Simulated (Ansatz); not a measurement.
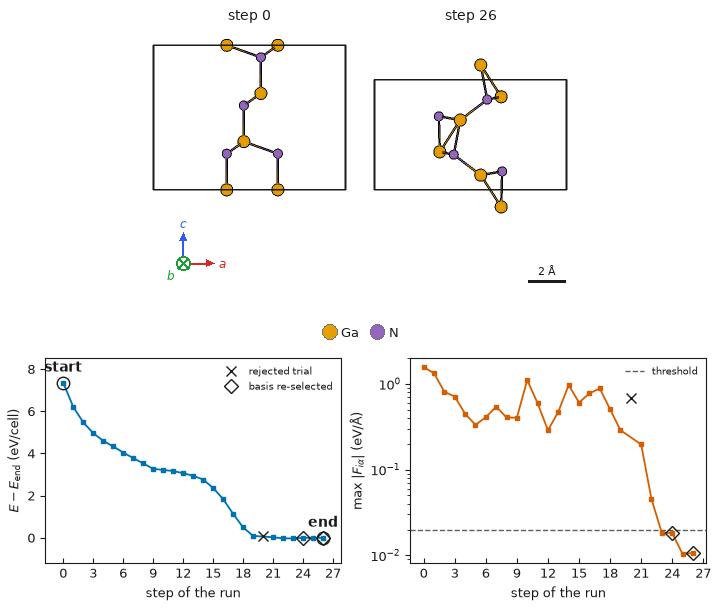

First and last geometry of a relaxation of a wire of composition GaN, with the history of the run. The picture is a ball-and-stick view of the cell of the calculation, with the vacuum cut short, seen along the b axis.

Case: wire along [1 1 1], 12 atoms a period.

These are results of DFT PBE, scalar-relativistic, plane waves, PAW (Ansatz), not measurements. Set-up: plane-wave cutoff 420 eV; k-point mesh 1 × 1 × 4; occupations gaussian; smearing width 0.05 eV; collinear spin; cell relaxed at fixed a, b, alpha, beta, gamma; force threshold 0.02 eV/Å; at most 45 steps.

Question: Read the history and describe the run.

Answer: It converged. The largest moves relative to the centre of the atoms, 1.97 Å, are those of Ga atoms. By element the largest moves are Ga 1.97 Å, N 1.50 Å. Along the periodic axis the drawn cell goes c 7.878 → 6.003 Å (−23.8 %). Near-neighbour distances that change, for instance: Ga–N 3.771 → 1.935 Å, Ga–N 1.970 → 3.562 Å, Ga–Ga 3.216 → 2.566 Å, Ga–N 1.970 → 1.864 Å. New bonds form, among them: Ga–N (3.77 → 1.93 Å), Ga–N (3.77 → 1.94 Å). Bonds break, among them: Ga–N (1.97 → 3.56 Å). Among the angles between lasting bonds that change: Ga–N–Ga 109.5° → 82.2°, Ga–N–Ga 109.5° → 83.0°, N–Ga–N 109.5° → 134.8°. Over 23 accepted moves (26 points after the start) the energy falls by 7.357 eV per cell of the calculation. Largest force component: 1.6 eV/Å at the start, 0.011 eV/Å at the end. The line search rejected the trial step at point 20 of the run. The SCF was repeated twice at an unchanged geometry on a basis and grid sized afresh for the cell, which shifted the energy by 27.8 meV per cell of the calculation at most. The program noted that the starting moments weren't kept. The run may lie on a higher electronic state than the lowest, so the end point isn't shown to be the ground-state structure.

```
step  E − E(0), meV/atom  largest force component, eV/Å                      note
   0                0.00                         1.5713                          
   1              -95.13                         1.3307                          
   2             -156.73                         0.8095                          
   3             -199.18                         0.7121                          
   4             -229.43                         0.4485                          
   5             -251.87                         0.3330                          
   6             -275.96                         0.4080                          
   7             -297.78                         0.5427                          
   8             -318.97                         0.4061                          
   9             -340.10                         0.4032                          
  10             -345.05                         1.1087                          
  11             -348.96                         0.5956                          
  12             -357.54                         0.2882                          
  13             -367.80                         0.4710                          
  14             -382.60                         0.9711                          
  15             -415.79                         0.6067                          
  16             -459.62                         0.7749                          
  17             -518.08                         0.8858                          
  18             -571.33                         0.5070                          
  19             -605.24                         0.2887                          
  20             -604.10                         0.6864                  rejected
  21             -610.70                         0.1969                          
  22             -615.08                         0.0453                          
  23             -615.32                         0.0183                          
  24             -613.00                         0.0182  same geometry, new basis
  25             -613.37                         0.0104                          
  26             -613.12                         0.0107  same geometry, new basis
```
